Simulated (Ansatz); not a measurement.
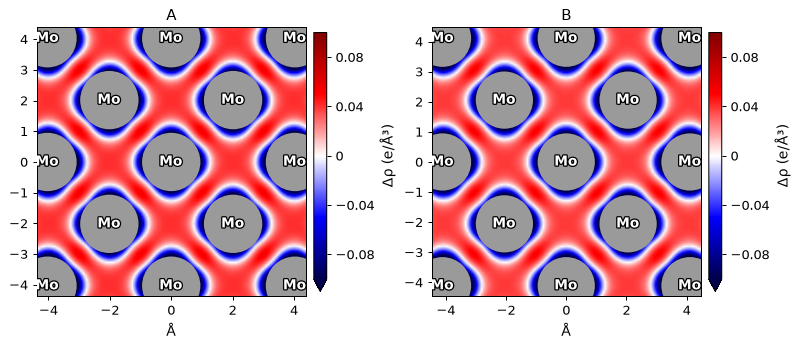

Mo: deformation density on the (010) plane of the conventional cell at two volumes, with the same fractional coordinates and one colour scale. Grey discs cover the cores. Panel B has 106 % of the volume of panel A.

Space group Fm-3m. This isn't the usual form at ambient conditions.

Computed with DFT PBE, scalar-relativistic, plane waves, PAW in Ansatz 0.2.0.

### What changes between the database cell and the scaled one?

From A to B, Mo–Mo goes from 2.85 to 2.91 Å, and Δρ at its midpoint stays at +0.05 e/Å³.
The pressure is −5 GPa in A and −16 GPa in B.
The rearranged charge is 0.42 e an atom in A and 0.44 e in B.
